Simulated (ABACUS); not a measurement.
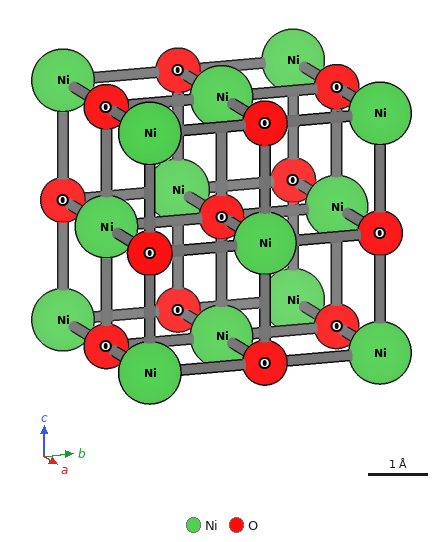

*The structure (ball-and-stick view of the cell 4 times as large as that of the calculation, set on its symmetry axes, seen slightly off an axis).*

Near neighbours in the crystal (not all of them lie inside the picture): Ni has 6 O at 2.09 Å; O has 6 Ni at 2.09 Å.

**Band-structure run of NiO (part 1 of 2)**

- system: NiO (2 atoms in the cell)
- method: Kohn-Sham DFT of a periodic cell, SOGGA, PseudoDojo NC SR 0.5 PBE standard, spin-polarised (ABACUS 3.10.1)

The structure derives from an entry of the Crystallography Open Database.

### Input file
```
INPUT_PARAMETERS
suffix              NiO
calculation         scf
basis_type          pw
pseudo_dir          ./
symmetry            1
dft_functional      GGA_X_SOGGA+GGA_C_PBE
ecutwfc             98
pseudo_rcut         10
nspin               2
nbands              23
ks_solver           dav
smearing_method     fd
smearing_sigma      0.00367493
scf_thr             1e-08
scf_nmax            100
mixing_type         broyden
mixing_beta         0.4
cal_force           1
cal_stress          1
out_chg             1
out_pot             2
out_elf             1
```

### File STRU
```
ATOMIC_SPECIES
Ni 58.6934 Ni.upf
O 15.9990 O.upf

LATTICE_CONSTANT
1.8897261246

LATTICE_VECTORS
0.0000000000 2.0859016414 2.0859016414
2.0859016414 0.0000000000 2.0859016414
2.0859016414 2.0859016414 0.0000000000

ATOMIC_POSITIONS
Direct

Ni
0.0
1
0.0000000000 0.0000000000 0.0000000000 1 1 1 mag 1

O
0.0
1
0.5000000000 0.5000000000 0.5000000000 1 1 1 mag 0
```

### File KPT
```
K_POINTS
0
Gamma
9 9 9 0 0 0
```

Run on 4 threads of Intel Xeon (Sapphire Rapids), 16 GiB of memory available, shared host.

Command:
```bash
OMP_NUM_THREADS=1 mpirun -np 4 abacus > log
```

### Log
```
ABACUS v3.10.1

               Atomic-orbital Based Ab-initio Computation at UStc

 ------------------------------------------------------------------------------------

 READING GENERAL INFORMATION
                           global_out_dir = OUT.NiO/
                           global_in_card = INPUT
                               pseudo_dir = ./
                              orbital_dir =
                                    DSIZE = 4
                                    GSIZE = 1

 READING UNITCELL INFORMATION
                                    ntype = 2
                  lattice constant (Bohr) = 1.88973
              lattice constant (Angstrom) = 1

 READING ATOM TYPE 1
                               atom label = Ni
                      L=0, number of zeta = 1
                      L=1, number of zeta = 1
                      L=2, number of zeta = 1
             number of atom for this type = 1
               magnetization of element 1 = 1

 READING ATOM TYPE 2
                               atom label = O
                      L=0, number of zeta = 1
                      L=1, number of zeta = 1
                      L=2, number of zeta = 1
             number of atom for this type = 1
               magnetization of element 2 = 0

                        TOTAL ATOM NUMBER = 2
DIRECT COORDINATES
    atom                   x                   y                   z     mag                  vx                  vy                  vz
taud_Ni1            0.0000000000        0.0000000000        0.0000000000  1.0000        0.0000000000        0.0000000000        0.0000000000
taud_O1            0.5000000000        0.5000000000        0.5000000000  0.0000        0.0000000000        0.0000000000        0.0000000000

                          Volume (Bohr^3) = 122.492
                             Volume (A^3) = 18.1514

 Lattice vectors: (Cartesian coordinate: in unit of a_0)
                   +0             +2.0859             +2.0859
              +2.0859                  +0             +2.0859
              +2.0859             +2.0859                  +0
 Reciprocal vectors: (Cartesian coordinate: in unit of 2 pi/a_0)
            -0.239704           +0.239704           +0.239704
            +0.239704           -0.239704           +0.239704
            +0.239704           +0.239704           -0.239704
 The esolver type has been set to : ksdft_pw

                PAO radial cut off (Bohr) = 10

 Read in pseudopotential file is Ni.upf
                     pseudopotential type = NC
          exchange-correlation functional = PBE
                 nonlocal core correction = 1
                        valence electrons = 18
                                     lmax = 2
                           number of zeta = 4
                     number of projectors = 6
                           L of projector = 0
                           L of projector = 0
                           L of projector = 1
                           L of projector = 1
                           L of projector = 2
                           L of projector = 2
 XC functional updated to : GGA_X_SOGGA+GGA_C_PBE
          exchange-correlation functional = GGA_X_SOGGA+GGA_C_PBE
                PAO radial cut off (Bohr) = 10

 Read in pseudopotential file is O.upf
                     pseudopotential type = NC
          exchange-correlation functional = PBE
                 nonlocal core correction = 1
                        valence electrons = 6
                                     lmax = 2
                           number of zeta = 2
                     number of projectors = 5
                           L of projector = 0
                           L of projector = 0
                           L of projector = 1
                           L of projector = 1
                           L of projector = 2
 XC functional updated to : GGA_X_SOGGA+GGA_C_PBE
          exchange-correlation functional = GGA_X_SOGGA+GGA_C_PBE
     initial pseudo atomic orbital number = 14
 The readin total magnetization is 1

 SETUP THE ELECTRONS NUMBER
            electron number of element Ni = 18
      total electron number of element Ni = 18
             electron number of element O = 6
       total electron number of element O = 6
            AUTOSET number of electrons:  = 24
                           occupied bands = 12
                                   NBANDS = 23
                                   NLOCAL = 18

%%%%%%%%%%%%%%%%%%%%%%%%%%%%%%%%%%%%%%%%%%%%%%%%%%%%%%%%%%%%%%%%%%%%%%%%%%%%%%%%%%%%%%%%%%%%%%%%%%%%%%%%%%
 Warning: the number of valence electrons in pseudopotential > 10 for Ni: [Ar] 3d8 4s2
 Pseudopotentials with additional electrons can yield (more) accurate outcomes, but may be less efficient.
 If you're confident that your chosen pseudopotential is appropriate, you can safely ignore this warning.
%%%%%%%%%%%%%%%%%%%%%%%%%%%%%%%%%%%%%%%%%%%%%%%%%%%%%%%%%%%%%%%%%%%%%%%%%%%%%%%%%%%%%%%%%%%%%%%%%%%%%%%%%%

 SETUP THE PLANE WAVE BASIS
 energy cutoff for charge/potential (unit:Ry) = 392
            fft grid for charge/potential = [ 36, 36, 36 ]
                        fft grid division = [ 1, 1, 1 ]
        big fft grid for charge/potential = [ 36, 36, 36 ]
                                     nbxx = 11664
                                     nrxx = 11664

 SETUP PLANE WAVES FOR CHARGE/POTENTIAL
                    number of plane waves = 16145
                         number of sticks = 847

 PARALLEL PW FOR CHARGE/POTENTIAL
     PROC   COLUMNS(POT)             PW
        1            211           4035
        2            212           4037
        3            212           4036
        4            212           4037
 --------------- sum -------------------
        4            847          16145
                            number of |g| = 207
                                  max |g| = 35.3943
                                  min |g| = 0.172375

----------- Double Check Mixing Parameters Begin ------------
mixing_type: broyden
mixing_beta: 0.4
mixing_gg0: 1
mixing_gg0_min: 0.1
mixing_beta_mag: 1.6
mixing_gg0_mag: 0
mixing_ndim: 8
----------- Double Check Mixing Parameters End ------------

 LATTICE VECTORS: (CARTESIAN COORDINATE: IN UNIT OF A0)
                   +0             +2.0859             +2.0859
              +2.0859                  +0             +2.0859
              +2.0859             +2.0859                  +0
                       right hand lattice = 1
                                   NORM_A = 2.94991
                                   NORM_B = 2.94991
                                   NORM_C = 2.94991
                           ALPHA (DEGREE) = 60
                           BETA  (DEGREE) = 60
                           GAMMA (DEGREE) = 60

 The lattice vectors have been changed (STRU_SIMPLE.cif)

(for optimal symmetric configuration:)
                             BRAVAIS TYPE = 3
                     BRAVAIS LATTICE NAME = 03. Cubic F (face-centered)
                                    ibrav = 3
                                    IBRAV = 3
                                  BRAVAIS = FACE CENTERED CUBIC
                       LATTICE CONSTANT A = 4.1718
Original cell was already a primitive cell.
                        ROTATION MATRICES = 48
              PURE POINT GROUP OPERATIONS = 48
                   SPACE GROUP OPERATIONS = 48
                              POINT GROUP = O_h
               POINT GROUP IN SPACE GROUP = O_h

 SETUP K-POINTS
                                    nspin = 2
                   Input type of k points = Monkhorst-Pack(Gamma)
                                   nkstot = 729
                       right hand lattice = 1
(for reciprocal lattice: )
                             BRAVAIS TYPE = 2
                     BRAVAIS LATTICE NAME = 02. Cubic I (body-centered)
                                    ibrav = 2
                       right hand lattice = 1
(for k-lattice: )
                             BRAVAIS TYPE = 2
                     BRAVAIS LATTICE NAME = 02. Cubic I (body-centered)
                                    ibrav = 2
                       right hand lattice = 1
                        ROTATION MATRICES = 48
                               nkstot_ibz = 35
K-POINTS REDUCTION ACCORDING TO SYMMETRY
     IBZ    DIRECT_X    DIRECT_Y    DIRECT_Z  WEIGHT  ibz2bz
       1  0.00000000  0.00000000  0.00000000  0.0014       0
       2  0.11111111  0.11111111  0.11111111  0.0110       1
       3  0.22222222  0.22222222  0.22222222  0.0110       2
       4  0.33333333  0.33333333  0.33333333  0.0110       3
       5  0.44444444  0.44444444  0.44444444  0.0110       4
       6  0.11111111  0.11111111  0.00000000  0.0082      10
       7  0.22222222  0.22222222  0.11111111  0.0329      11
       8  0.33333333  0.33333333  0.22222222  0.0329      12
       9  0.44444444  0.44444444  0.33333333  0.0329      13
      10 -0.44444444  0.44444444  0.44444444  0.0329      14
      11  0.44444444  0.33333333  0.33333333  0.0329      15
      12  0.22222222  0.22222222  0.33333333  0.0329      16
      13  0.22222222  0.11111111  0.11111111  0.0165      17
      14  0.22222222  0.22222222  0.00000000  0.0082      20
      15  0.33333333  0.11111111  0.33333333  0.0329      21
      16  0.44444444  0.44444444  0.22222222  0.0329      22
      17 -0.33333333  0.44444444  0.44444444  0.0329      23
      18 -0.44444444  0.33333333  0.33333333  0.0329      24
      19  0.44444444  0.22222222  0.22222222  0.0165      25
      20  0.33333333  0.33333333  0.00000000  0.0082      30
      21  0.44444444  0.44444444  0.11111111  0.0329      31
      22 -0.22222222  0.44444444  0.44444444  0.0329      32
      23 -0.33333333  0.33333333  0.33333333  0.0165      33
      24  0.44444444  0.44444444  0.00000000  0.0082      40
      25 -0.11111111  0.44444444  0.44444444  0.0165      41
      26  0.33333333  0.11111111  0.22222222  0.0329     102
      27  0.44444444  0.33333333  0.22222222  0.0658     103
      28 -0.44444444  0.44444444  0.33333333  0.0658     104
      29  0.44444444  0.33333333  0.11111111  0.0329     112
      30 -0.44444444  0.44444444  0.22222222  0.0658     113
[... 5 further k points ...]

                               nkstot now = 35
[... K-POINTS DIRECT COORDINATES: 35 rows ...]

           k-point number in this process = 35
       minimum distributed K point number = 35
[... stars of the k points ...]
                             nks(nspin=2) = 70
                          nkstot(nspin=2) = 70

[... K-POINTS CARTESIAN COORDINATES: 70 rows ...]

[... K-POINTS DIRECT COORDINATES: 70 rows ...]

 SETUP PLANE WAVES FOR WAVE FUNCTIONS
     energy cutoff for wavefunc (unit:Ry) = 98
              fft grid for wave functions = [ 36, 36, 36 ]
                    number of plane waves = 2741
                         number of sticks = 253

 PARALLEL PW FOR WAVE FUNCTIONS
     PROC   COLUMNS(POT)             PW
        1             64            688
        2             63            684
        3             63            685
        4             63            684
 --------------- sum -------------------
        4            253           2741

 SETUP NONLOCAL PSEUDOPOTENTIALS IN PLANE WAVE BASIS
 Ni non-local projectors:
 projector 1 L=0
 projector 2 L=0
 projector 3 L=1
 projector 4 L=1
 projector 5 L=2
 projector 6 L=2
 O non-local projectors:
 projector 1 L=0
 projector 2 L=0
 projector 3 L=1
 projector 4 L=1
 projector 5 L=2
      TOTAL NUMBER OF NONLOCAL PROJECTORS = 31

 Init Non-Local PseudoPotential table :
 Init Non-Local-Pseudopotential done.

                                     npwx = 511

 Make real space PAO into reciprocal space.
       max mesh points in Pseudopotential = 1001
     dq(describe PAO in reciprocal space) = 0.01
                                    max q = 1192

 number of pseudo atomic orbitals for Ni is 4
WARNING: norm of atomic wavefunction # 4 of atomic type Ni is 0.999945, renormalized

 number of pseudo atomic orbitals for O is 2

 -------------------------------------------
 SELF-CONSISTENT
 -------------------------------------------
                                 init_chg = atomic

 PW ALGORITHM --------------- ION=   1  ELEC=   1--------------------------------
 Notice: Threshold on eigenvalues was too large.
 hsover_error=0.24 > DRHO=0.104176
 Origin diag ethr = 0.01
 New diag ethr = 0.000434069
          total magnetism (Bohr mag/cell) = 0.828657
       absolute magnetism (Bohr mag/cell) = 0.828722
                        nelec for spin up = 12.4143
                      nelec for spin down = 11.5857

 Density error is 0.103748456472
                          Error Threshold = 0.000434068699308
----------------------------------------------------------
     Energy           Rydberg                 eV
----------------------------------------------------------
 E_KohnSham     -367.7527271504      -5003.5325442852
 E_Harris       -366.5084471796      -4986.6032467743
 E_Fermi        1.0320404828         14.0416311330
----------------------------------------------------------

 PW ALGORITHM --------------- ION=   1  ELEC=   2--------------------------------
          total magnetism (Bohr mag/cell) = 0.938110705564
       absolute magnetism (Bohr mag/cell) = 0.93939455027
                        nelec for spin up = 12.4690553528
                      nelec for spin down = 11.5309446472

 Density error is 0.0226577938865
                          Error Threshold = 0.000432285235301
----------------------------------------------------------
     Energy           Rydberg                 eV
----------------------------------------------------------
 E_KohnSham     -367.7629209064      -5003.6712374499
 E_Harris       -366.1718202169      -4982.0232019814
 E_Fermi        1.0545322490         14.3476473105
----------------------------------------------------------

 PW ALGORITHM --------------- ION=   1  ELEC=   3--------------------------------
          total magnetism (Bohr mag/cell) = 1.06145939365
       absolute magnetism (Bohr mag/cell) = 1.06266674118
                        nelec for spin up = 12.5307296968
                      nelec for spin down = 11.4692703032

 Density error is 0.0100693933395
                          Error Threshold = 9.4407474527e-05
----------------------------------------------------------
     Energy           Rydberg                 eV
----------------------------------------------------------
 E_KohnSham     -367.7645096708      -5003.6928536986
 E_Harris       -368.3378667095      -5011.4937764133
 E_Fermi        1.0790975549         14.6818754451
----------------------------------------------------------

 PW ALGORITHM --------------- ION=   1  ELEC=   4--------------------------------
          total magnetism (Bohr mag/cell) = 1.17664672113
       absolute magnetism (Bohr mag/cell) = 1.17916056071
                        nelec for spin up = 12.5883233606
                      nelec for spin down = 11.4116766394

 Density error is 0.0011132447142
                          Error Threshold = 4.19558055813e-05
----------------------------------------------------------
     Energy           Rydberg                 eV
----------------------------------------------------------
 E_KohnSham     -367.7655377796      -5003.7068418373
 E_Harris       -367.7639428271      -5003.6851413947
 E_Fermi        1.0771378178         14.6552118537
----------------------------------------------------------

 PW ALGORITHM --------------- ION=   1  ELEC=   5--------------------------------
          total magnetism (Bohr mag/cell) = 1.32552917048
       absolute magnetism (Bohr mag/cell) = 1.32979520281
                        nelec for spin up = 12.6627645852
                      nelec for spin down = 11.3372354148

 Density error is 0.000487757061721
                          Error Threshold = 4.63851964249e-06
----------------------------------------------------------
     Energy           Rydberg                 eV
----------------------------------------------------------
 E_KohnSham     -367.7661276716      -5003.7148677294
 E_Harris       -367.9253305113      -5005.8809334873
 E_Fermi        1.0775978682         14.6614711597
----------------------------------------------------------
```
